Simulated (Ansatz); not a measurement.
# Tl: 6 runs along one coordinate

System: Tl (1 atom in the cell).
Method: DFT, revPBE, plane waves (420 eV) with PAW, scalar-relativistic, no spin polarisation (Ansatz 0.2.0).

The 6 runs differ only in the geometry, by an even scaling of the cell at fixed fractional positions.

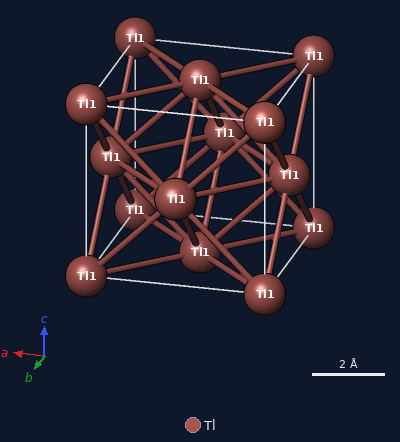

Figure 1. The structure of run 4 (ball-and-stick view of the cell 4 times as large as that of the calculation, set on its symmetry axes, seen at an oblique angle; atoms are numbered from 1 in the order of the input).

**Input of run 4**
```yaml
crystal:
  lattice:
    - [0.0, 2.5760724868, 2.5760724868]
    - [2.5760724868, 0.0, 2.5760724868]
    - [2.5760724868, 2.5760724868, 0.0]
  atoms:
    - { symbol: Tl, position: [0.0, 0.0, 0.0] }
hamiltonian:
  xc: revpbe
  pseudopotentials:
    kind: paw
    azcp:
      Tl: "pseudopotentials/Tl.paw.azcp"
basis:
  ecutwfc: 420
  fft_grid_basis: typed
kpoints:
  mp_grid: { grid: [12, 12, 12], shift: [0, 0, 0] }
magnetization:
  spin_polarized: false
scf:
  occupations: { method: fermi_dirac, width: 0.1 }
  lower_state_search: "off"
output:
  stress: true
  write_density: true
  write_potential: true
  elf: true
  volumetric_format: npy
```

Run 2 differs from it as follows:
```diff
-    - [0.0, 2.5760724868, 2.5760724868]
-    - [2.5760724868, 0.0, 2.5760724868]
-    - [2.5760724868, 2.5760724868, 0.0]
+    - [0.0, 2.4729172002, 2.4729172002]
+    - [2.4729172002, 0.0, 2.4729172002]
+    - [2.4729172002, 2.4729172002, 0.0]
```

**Results, with one run withheld**

```tsv
run	volume per atom (Å³)	free energy per atom, from the lowest run given (meV)	pressure (GPa)
1	28.930	40.91	3.86
2	30.245	?	?
3	32.875	0.00	−0.03
4	34.190	3.48	−0.78
5	35.505	12.40	−1.36
6	36.820	25.48	−1.80
```

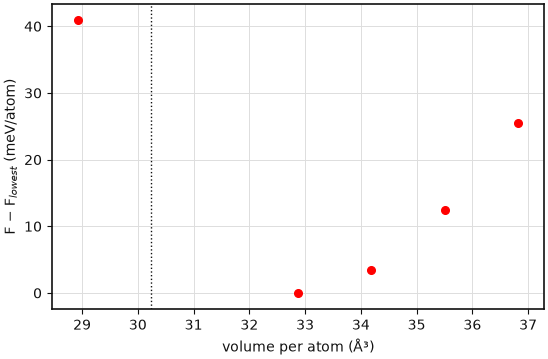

Figure 2. Free energy per atom of the runs given; the dotted line marks run 2.

Fit the runs given and predict run 2.

A cubic polynomial in V^(−2/3) (the Birch–Murnaghan form), fitted to the 5 runs given, misses them by under 0.01 meV per atom. With x = V^(−2/3) − 0.09628 Å⁻², it reads F = 0.81516 − 1296.7 x + 5.0717e+05 x² + 4.0076e+06 x³ (meV per atom). At run 2 it gives 16.31 meV per atom, and the run itself gives 16.29. The slope of the fit gives a pressure −dF/dV of 2.21 GPa there, and the run prints 2.21 GPa. The fit has its minimum at 32.827 Å³ per atom, where V d²F/dV² gives 21.6 GPa: the bulk modulus at this level, since symmetry fixes the shape and the positions.

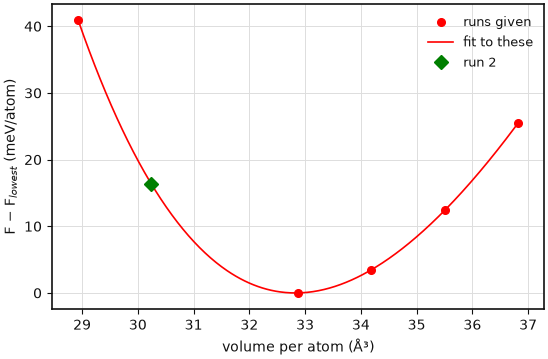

Figure 3. The fit and the withheld run.

**Output, shortened to warnings, some set-up lines, iterations and results (run 2)**
```
Basis set: ecut = 420 eV, 609 PW (Γ)
Symmetry: 48 space group operations
k-points: 72 of 1728
Initial density: superposition of atomic densities (neutral atoms: chi_scale 0, normalization atom), corrected by the library's trained network
[...]
SCF iter   1: F=—  HF=-11454.780029 eV  |F-HF|=—  |Δ(HF+E_count)|=         —  Δρ=1.31e-3  dr2=5.39e-4  ethr=1.77e-3  ⟨swp⟩=5.3  Hψ=4978  notcnv=0
SCF iter   2: F=—  HF=-11454.779400 eV  |F-HF|=—  |Δ(HF+E_count)|=   6.29e-4  Δρ=7.53e-4  dr2=1.32e-4  ethr=4.14e-6  ⟨swp⟩=2.5  Hψ=1790  notcnv=0
SCF iter   3: F=—  HF=-11454.779385 eV  |F-HF|=—  |Δ(HF+E_count)|=   1.48e-5  Δρ=1.25e-4  dr2=6.80e-6  ethr=1.02e-6  ⟨swp⟩=2.5  Hψ=1233  notcnv=0
SCF iter   4: F=—  HF=-11454.779383 eV  |F-HF|=—  |Δ(HF+E_count)|=   2.02e-6  Δρ=6.64e-5  dr2=9.48e-7  ethr=5.23e-8  ⟨swp⟩=2.0  Hψ=1208  notcnv=0
SCF iter   5: F=-11454.779384 eV  HF=-11454.779384 eV  |F-HF|=1.05e-9  |Δ(HF+E_count)|=   3.97e-7  Δρ=1.19e-5  dr2=2.37e-8  ethr=7.29e-9  ⟨swp⟩=2.0  Hψ=1213  notcnv=0
SCF iter   6: F=-11454.779384 eV  HF=-11454.779384 eV  |F-HF|=1.64e-11  |Δ(HF+E_count)|=  2.64e-10  Δρ=1.37e-6  dr2=3.12e-10  ethr=1.83e-10  ⟨swp⟩=5.7  Hψ=3918  notcnv=0
SCF 1 converged in 6 iterations: F = -11454.779384 eV  dr2 = 3.12e-10
SCF converged after 6 iterations
Free energy (F): -11454.779384 eV
Harris-Foulkes:  -11454.779384 eV  (|F-HF|=1.64e-11)
Internal energy: -11454.758616 eV  (E = F + TS)
E sigma→0 (E₀):  -11454.769000 eV
Entropy (-TS):   -0.020768 eV (-20.768 meV/atom)
Fermi energy:    9.695160 eV
--- Per-component energies (eV) ---
  E_band       = -0.442650
  E_kinetic    = 333.633663
  E_local      = -907.035730  (includes V_loc(G=0)·N_el)
  E_nonlocal   = 316.894644
  E_hartree    = 335.232645
  E_xc         = -230.973693
  E_vxc        = -141.843343  (∫ρ·V_xc dr)
  E_paw        = -10174.616128  (= ΣΔE_a)
  E_vpaw       = -272.557272  (= ΣTr[D̂ρ^β])
  E_aug_tail   = 0.000034  (compensation charges beyond the density's cutoff)
  E_ewald      = -1127.963933
  E_core_change = 0.069881  (= ΣΔE_core)
  E_smearing   = -0.020768  (= −TS)
  E_closure    = 0.000000  (closes the sum)
  Σ components = -11454.779384   (vs F -11454.779384, Δ=0.00e0)
--- Stress (GPa, compression-positive) ---
        2.211206      -0.000000       0.000000
        0.000000       2.211206       0.000000
       -0.000000       0.000000       2.211206
  P = ⅓ Tr σ = 2.2112 GPa (22.112 kbar)
```

Notes: Spin–orbit coupling is left out, which matters for Tl.
